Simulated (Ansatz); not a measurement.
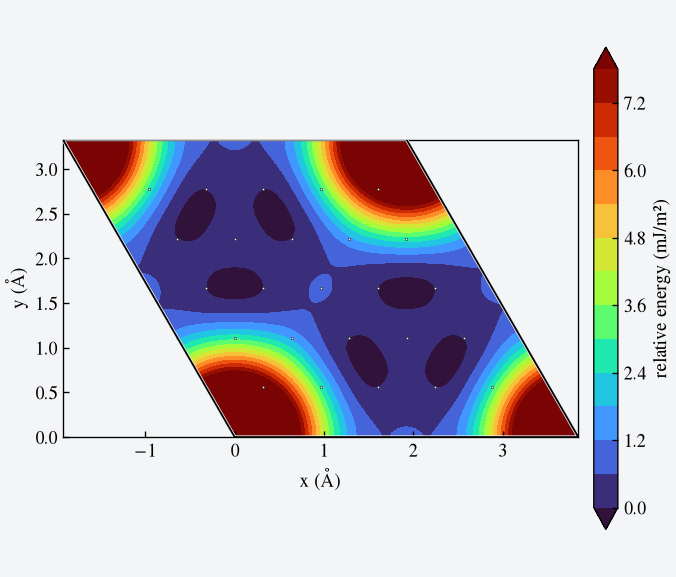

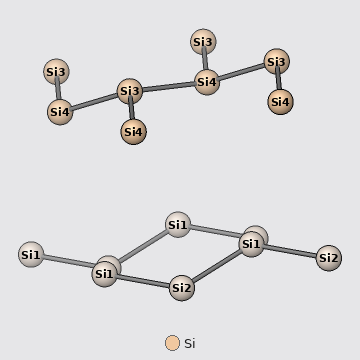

Energy landscape of a bilayer of two Si sheets of the honeycomb type, the upper one turned by 180 degrees about the normal (4 atoms in the cell). The upper layer of a bilayer is slid over the lower one; relaxed at each slide: nothing; the origin of the map has Si4 above Si1; the distance between the facing planes is held at 4.00 Å. Places are given modulo a cell vector. The map is drawn in real space over the plane of the slide. Grid: 6 × 6 points; 7 points were computed and 29 follow by symmetry. Energies: mJ/m², counted from the lowest grid point. At a held distance the lowest stacking need not be the one that binds best once the distance relaxes. Theory: Ansatz, DFT PBE+D3(BJ), scalar-relativistic, plane waves, PAW. Settings: cutoff 420 eV, k-mesh 9×9×1, gaussian smearing 0.1 eV, no spin polarisation.

Drawn: filled contours, dots at the grid points, the outline of one cell of the plane, one colour for all values above the top of the scale. Between grid points the surface is interpolated. The second picture is the structure at the lowest point; the lower layer is drawn fainter.

What does the map say about the system?

The lowest grid point is at (1/6, 3/6) of the cell vectors. The same energy is found at (3/6, 1/6) of the cell vectors. The highest grid point, (0/6, 0/6) of the cell vectors, lies 15.4 mJ/m² above the lowest. Facing atoms of the upper layer at the lowest point: Si above no special site; at the highest: Si above Si.

The values on the grid:

| second ↓, first → | 0/6 | 1/6 | 2/6 | 3/6 | 4/6 | 5/6 |
| --- | --- | --- | --- | --- | --- | --- |
| 5/6 | 9.3 | 2.7 | 0.0 | 0.0 | 2.7 | 9.3 |
| 4/6 | 1.6 | 0.0 | 0.3 | 0.0 | 1.6 | 2.7 |
| 3/6 | 0.6 | 0.0 | 0.0 | 0.6 | 0.0 | 0.0 |
| 2/6 | 1.6 | 2.7 | 1.6 | 0.0 | 0.3 | 0.0 |
| 1/6 | 9.3 | 9.3 | 2.7 | 0.0 | 0.0 | 2.7 |
| 0/6 | 15.4 | 9.3 | 1.6 | 0.6 | 1.6 | 9.3 |

The input of one point:

```yaml
crystal:
  lattice:
    - [3.8475254748, 0.0, 0.0]
    - [-1.9237627374, 3.3320548028, 0.0]
    - [0.0, 0.0, 18.4415958287]
  atoms:
    - { symbol: Si, position: [0.3333333333, 0.6666666667, 0.2695427207] }
    - { symbol: Si, position: [0.6666666667, 0.3333333333, 0.2440135898] }
    - { symbol: Si, position: [0.8333333333, 1.0, 0.5119728204] }
    - { symbol: Si, position: [0.5, 1.3333333333, 0.4864436895] }
basis:
  ecutwfc: 420
kpoints:
  mp_grid: { grid: [9, 9, 1] }
hamiltonian:
  xc: pbe
  pseudopotentials: { kind: paw, azcp: { folder: soft_1 } }
  dispersion: d3bj
scf:
  occupations: { method: gaussian, width: 0.1 }
output:
  forces: true
  eigenvalues: true
  write_density: true
  write_potential: true
  elf: true
  volumetric_format: npy
efield:
  axis: 3
  dipole_correction: true
  ramp_width: 0.04
```

Each point was launched as `ansatz run input.yaml --threads 1 --pin off --max-ram 3072MiB --backend cpu --events-out ev --progress --plain --runs-dir out`. Time for the 7 points that were run: 120 s on 1 thread of Arm Neoverse N1, with other jobs on the host.
